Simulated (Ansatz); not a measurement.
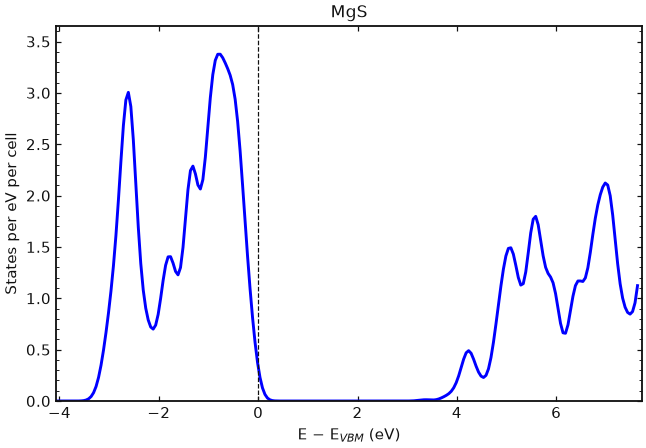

Density of states. Energies are counted from the top of the valence band. The curve is built from the levels of the k mesh with Gaussians 0.3 eV wide, which also blur the band edges.

Calculation on MgS, space group Imm2 (No. 44), 2 atoms in the cell, zincblende type, shear (xy) strain +3.0%; a = 4.00 Å, b = 4.00 Å, c = 4.06 Å, α = 59.50°, β = 59.50°, γ = 59.01°.

Computed with Ansatz 0.2.0: DFT, PBE, plane waves, PAW, no spin polarisation, 8×8×8 k mesh, Fermi-Dirac smearing of 0.02 eV.

Is there a gap at the Fermi level, and how wide?

Answer. There is a gap; over the k points computed it is 3.37 eV (direct among those points).

How wide is the upper valence band?

Answer. The upper group of valence states starts about 3.2 eV under the valence-band top, with a gap beneath it; it holds about 6 electrons a cell.
